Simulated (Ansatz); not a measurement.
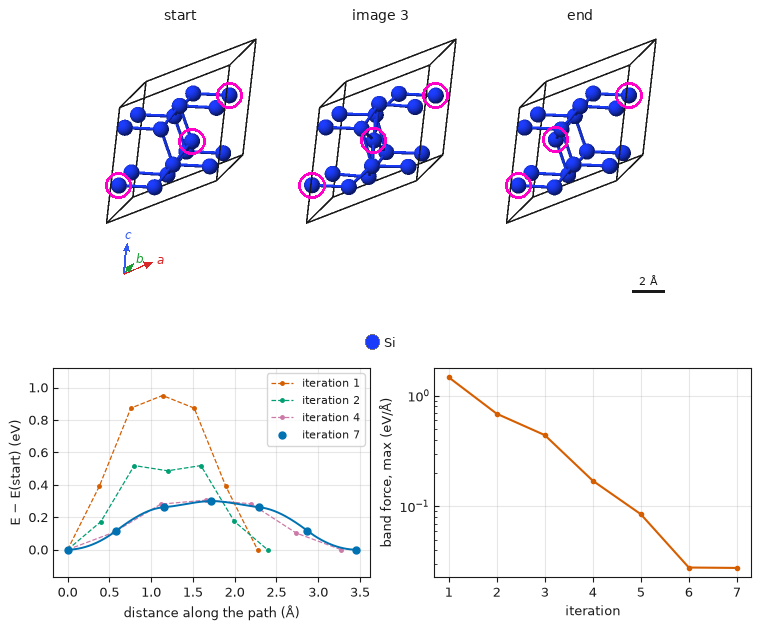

A nudged-elastic-band calculation for Si with an interstitial Si (17 atoms in the cell). Images are numbered from 0 (start) to 6 (end). The plot follows the band through its iterations. The picture is a ball-and-stick view of the reduced simulation cell (origin moved), seen slightly off an axis. The atoms that move most are ringed. Lengths and directions refer to the drawn axes. Bonds to atoms that aren't drawn are left out.

Computed with DFT PBEsol, scalar-relativistic, plane waves, PAW in Ansatz 0.2.0. Settings: plane-wave cutoff 420 eV; k-point mesh 2 × 2 × 2; Gaussian smearing 0.05 eV; 5 movable images; climbing image; force threshold 0.03 eV/Å; iteration limit 80; starting path by straight interpolation.

### How did the profile develop, and is the result final?

The result is final at these settings. The band converged in 7 iterations. The largest component of the band force went from 1.5 to 0.028 eV/Å. The climbing image converged on the top of the path. A check of its curvatures found one unstable direction (−0.21 eV/Å²), as a transition state must have. The first iteration put the highest image at 0.951 eV. The barrier is about 0.300 eV in both directions, with image 3 at the top; the ends have the same energy.

Limits of the set-up: the periodic images lie only 7.7 Å apart, so the values are limited by the cell's size.

The run took 2.7 min on 1 thread of AMD EPYC 9R45 96-Core Processor (Zen 5), on a shared host, peak memory 0.91 GiB.
